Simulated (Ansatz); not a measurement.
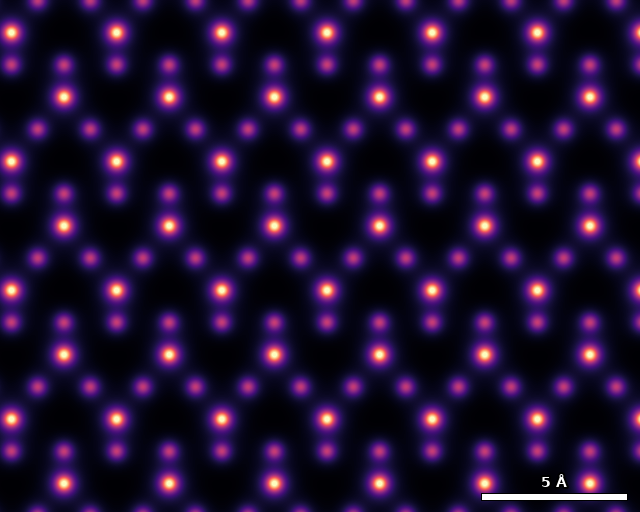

Map of the projected electrostatic potential of Sn. Computed as the sum of neutral-atom potentials (tabulated electron scattering factors, B = 0.5 Å²) projected along the beam and smoothed by 0.25 Å; brighter is more positive.

Question: Give the net of the columns and its spacings.

Answer: The pattern repeats on a rectangular net of 3.7 × 4.5 Å.

Question: Which plane group does this projection have?

Answer: p2mg: mirror lines in one direction, glide lines across them, twofold points on the glide lines.

Question: How many columns does the smallest repeating cell hold, and how many levels of brightness?

Answer: 6 columns in the primitive cell of 16.4 Å², with 2 levels of brightness (about 100, 50 % of the brightest, counted from the darkest point).

The crystal is Sn (Pm-3n, No. 223) seen along [211]. Model: the input geometry of a calculation; the starting structure was generated, so it need not be a known form of this composition.
